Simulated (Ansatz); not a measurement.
# Calculations on TaN

### One mode

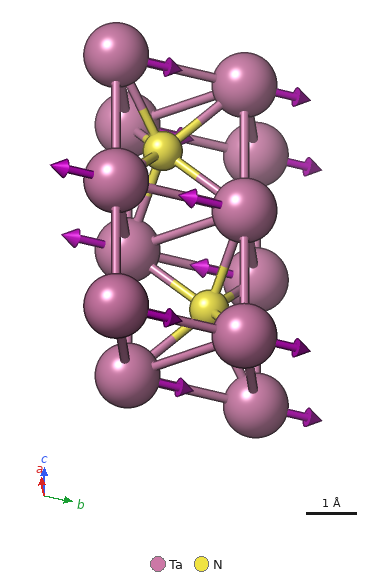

One vibrational mode of a crystal of TaN relaxed at 11 GPa at the zone centre. Displacements are drawn as purple arrows; their common scale and sign are arbitrary. A ball-and-stick model of the cell of the calculation, seen from a free direction.

Computed with DFT LDA, scalar-relativistic, plane waves, PAW (Ansatz 0.2.0). (plane-wave cutoff 420 eV; k-point mesh 18 × 18 × 8; occupations fermi dirac; smearing width 0.15 eV; target pressure 11 GPa; no spin polarisation)

The frequencies depend somewhat on the k-mesh and the smearing.

> What mode is this, and where does it lie in the spectrum?

This is the E₂u mode (doubly degenerate; one member of the set is drawn) at 158 cm⁻¹, the lowest optical level, silent by symmetry (neither infrared- nor Raman-active). The N atoms stay at rest; all motion is along b; atoms of one kind move against one another, with no net shift of their sublattice.

### One mode

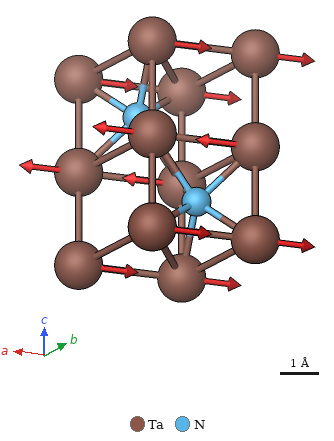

One vibrational mode of a crystal of TaN relaxed at 5 GPa at the zone centre. The red arrows are the displacements of the atoms (eigenvector over the root of the mass), of arbitrary overall length and sign. The picture is a ball-and-stick view of the cell of the calculation, seen from a free direction.

All numbers below come from DFT LDA, scalar-relativistic, plane waves, PAW in Ansatz 0.2.0.

Input
```yaml
crystal:
  lattice:
    - [2.8604882294, 0.0, 0.0]
    - [-1.4302441147, 2.4772554738, 0.0]
    - [0.0, 0.0, 5.79432078]
  atoms:
    - { symbol: Ta, position: [0.0, 0.0, 0.0] }
    - { symbol: Ta, position: [0.0, 0.0, 0.5] }
    - { symbol: "N", position: [0.3333333333, 0.6666666667, 0.25] }
    - { symbol: "N", position: [0.6666666667, 0.3333333333, 0.75] }
basis:
  ecutwfc: 420
kpoints:
  mp_grid: { grid: [18, 18, 8] }
hamiltonian:
  xc: lda
scf:
  occupations: { method: fermi_dirac, width: 0.15 }
output:
  eigenvalues: true
phonons:
  method: dfpt
  eigenvectors: true
```

Launched with:
```bash
ansatz run input.yaml --threads 1 --pin off --max-ram 3072MiB --backend cpu --events-out ev --progress --plain --runs-dir out
```

The frequencies depend somewhat on the k-mesh and the smearing.

**What mode is this, and where does it lie in the spectrum?**

This is the E₂u mode (doubly degenerate; one member of the set is drawn) at 154 cm⁻¹, the lowest optical level, silent by symmetry (neither infrared- nor Raman-active). The N atoms stay at rest; all motion is along a; atoms of one kind move against one another, with no net shift of their sublattice.

### Softest mode

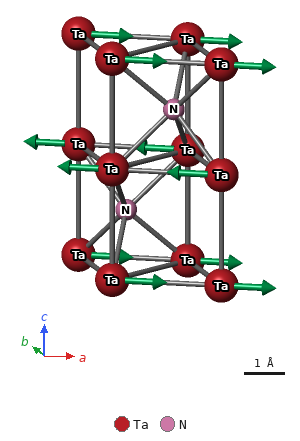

The lowest optical mode of crystalline TaN relaxed at 22 GPa, space group P6₃/mmc (No. 194), at the zone centre. The green arrows are the displacements of the atoms (eigenvector over the root of the mass), of arbitrary overall length and sign. A ball-and-stick model of the cell of the calculation, seen slightly off an axis.

Method: DFT LDA, scalar-relativistic, plane waves, PAW in Ansatz.

Input
```yaml
crystal:
  lattice:
    - [2.8189008218, 0.0, 0.0]
    - [-1.4094504109, 2.4412397224, 0.0]
    - [0.0, 0.0, 5.7323702827]
  atoms:
    - { symbol: Ta, position: [0.0, 0.0, 0.0] }
    - { symbol: Ta, position: [0.0, 0.0, 0.5] }
    - { symbol: "N", position: [0.3333333333, 0.6666666667, 0.25] }
    - { symbol: "N", position: [0.6666666667, 0.3333333333, 0.75] }
basis:
  ecutwfc: 420
kpoints:
  mp_grid: { grid: [18, 18, 8] }
hamiltonian:
  xc: lda
scf:
  occupations: { method: fermi_dirac, width: 0.15 }
output:
  eigenvalues: true
phonons:
  method: dfpt
  eigenvectors: true
```

Launched with:
```bash
ansatz run input.yaml --threads 1 --pin off --max-ram 3072MiB --backend cpu --events-out ev --progress --plain --runs-dir out
```

The frequencies depend somewhat on the k-mesh and the smearing.

Is the structure stable against all modes at this point?

Yes: this softest mode has a real frequency, and so have all others here. That speaks for this wave vector alone: the rest of the zone wasn't checked in this run. This is the E₂u mode (doubly degenerate; one member of the set is drawn) at 165 cm⁻¹, the lowest optical level, silent by symmetry (neither infrared- nor Raman-active). The N atoms stay at rest; all motion is along a; atoms of one kind move against one another, with no net shift of their sublattice.
